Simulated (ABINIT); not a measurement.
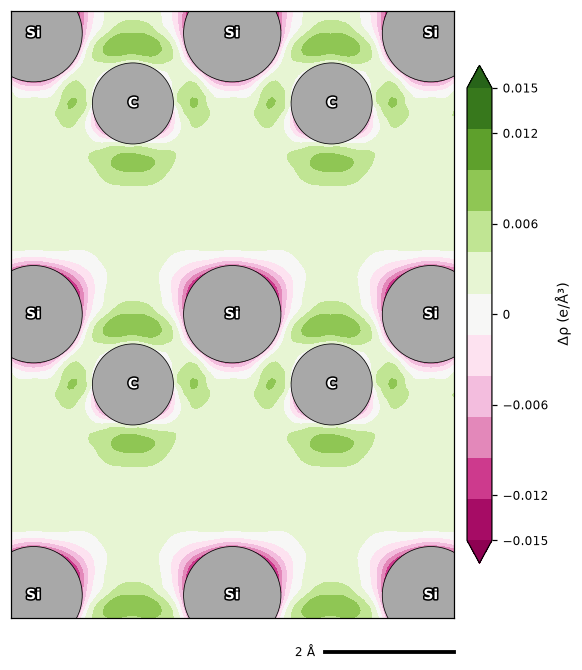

SiC. Difference of the valence pseudo-densities of two functionals at the same geometry, on the (101̄) plane of the calculation cell: one of BLYP and SCAN less the other.

Both computed with ABINIT (plane waves, PAW), on the same k-point mesh. Grey discs cover the atomic cores.

```cif
data_structure
_symmetry_space_group_name_H-M 'P 1'
_symmetry_Int_Tables_number 1
_cell_length_a 3.0816
_cell_length_b 3.0816
_cell_length_c 3.0816
_cell_angle_alpha 60.000
_cell_angle_beta 60.000
_cell_angle_gamma 60.000
_cell_volume 20.69
loop_
_atom_site_label
_atom_site_type_symbol
_atom_site_fract_x
_atom_site_fract_y
_atom_site_fract_z
_atom_site_occupancy
Si1 Si 0.00000 0.00000 0.00000 1
C1 C 0.75000 0.75000 0.75000 1
```

### Which was subtracted from which, and what does the map show?

It is SCAN less BLYP. Against BLYP, SCAN gives more density around C (+0.005 e/Å³ on average at 0.8 Å from the nucleus) and more density in the space between the atoms (+0.003 e/Å³ on average).
